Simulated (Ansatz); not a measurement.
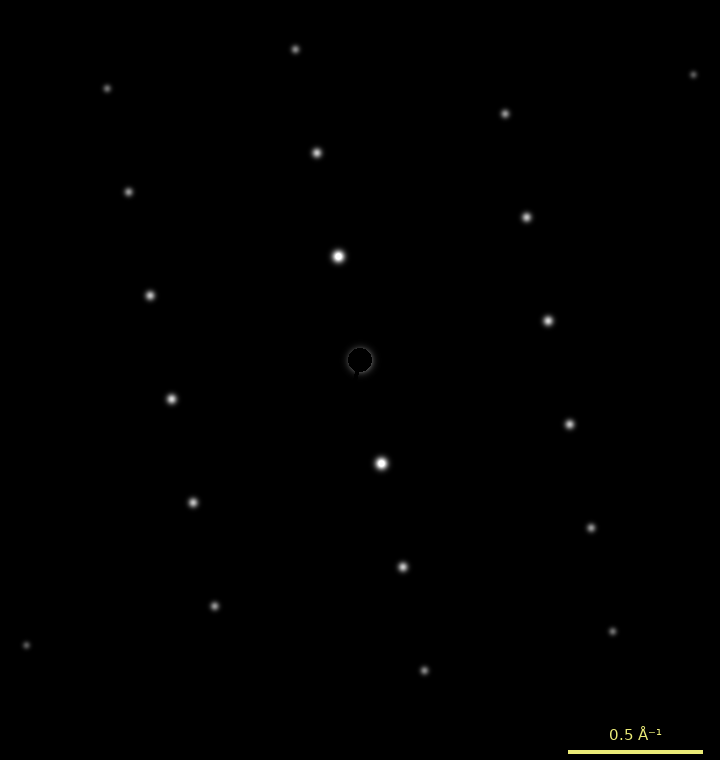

Simulated selected-area electron diffraction pattern (100 kV, kinematic approximation, thin crystal, B = 0.5 Å² for all atoms).

It belongs to Mo, space group P6/mmm (No. 191), a = 2.774 Å, c = 2.522 Å (hexagonal axes). Structure: the geometry relaxed with Ansatz, DFT PBE, scalar-relativistic, plane waves, PAW; the starting structure was generated, so it need not be a known form of this composition.

**Measure the pattern against the scale bar and name the zone.**

The spots form a rectangular net whose two shortest vectors correspond to d = 2.52 Å and 1.39 Å, 90.0° apart. They index as 0 0 1 and 1 -2 0, so the zone axis is [210] (or an equivalent direction of <210>).
